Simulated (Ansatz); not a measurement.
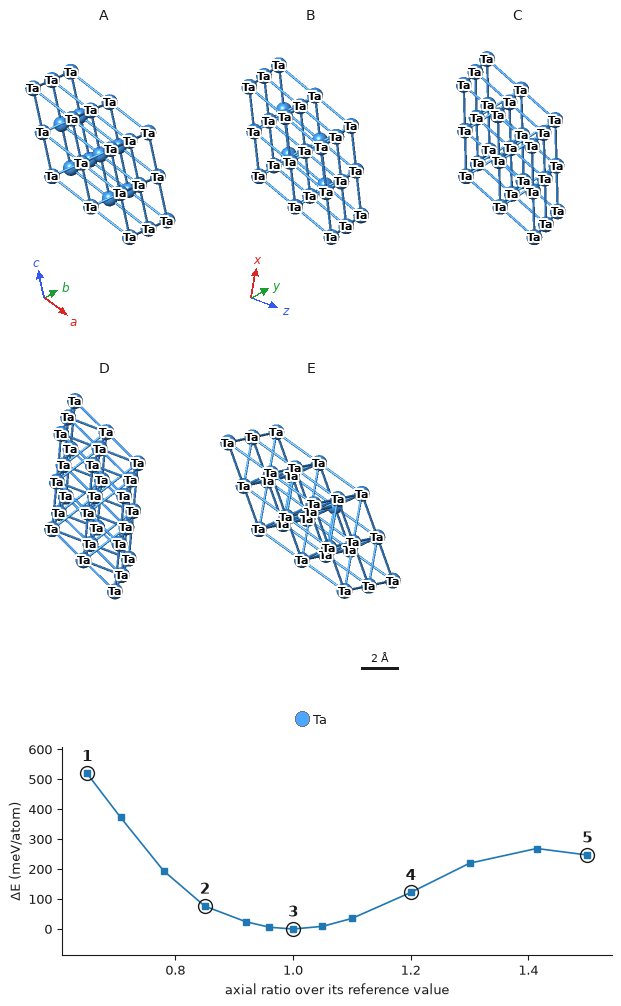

Solid Ta (Im-3m): the ratio of the cell's length along z to its lengths across, counted as 1 for the reference, is changed at fixed volume (a tetragonal or Bain path), with the atoms kept at their fractional coordinates. x, y and z are the Cartesian axes of the input. The frames are shuffled; the numbered points of the plot belong to them. A ball-and-stick model of the cell of the calculation, repeated 2 × 2 × 2 with one cell outlined, seen slightly off an axis.

Computed with Ansatz 0.2.0, DFT LDA, scalar-relativistic, plane waves, PAW. (plane-wave cutoff 420 eV; k-point mesh 22 × 22 × 22; occupations methfessel paxton; smearing width 0.02 eV; no spin polarisation). Energies (free energies at the smearing named) are counted from the cell as listed in its source, which wasn't relaxed.

Which frame belongs to which numbered point?

Point 1 is frame D (the relative ratio 0.65, 520 meV/atom); 2 is frame C (the relative ratio 0.85, 77 meV/atom); 3 is frame B (the relative ratio 1.00, 0 meV/atom); 4 is frame A (the relative ratio 1.20, 122 meV/atom); 5 is frame E (the relative ratio 1.50, 247 meV/atom). Of the computed points the lowest is at the relative ratio 1.00, 0 meV/atom. A local maximum lies at 1.414 (269 meV/atom). The unrelaxed reference is under a pressure of −9.1 GPa. The distortion takes the space group from Im-3m to I4/mmm, except for Fm-3m at 1.414. At the relative ratio 1.50 the cell of the drawing goes a 2.860 → 2.974 Å, b 2.860 → 2.974 Å, c 2.860 → 2.974 Å, α 109.5° → 122.0°, β 109.5° → 122.0°, γ 109.5° → 86.6°.
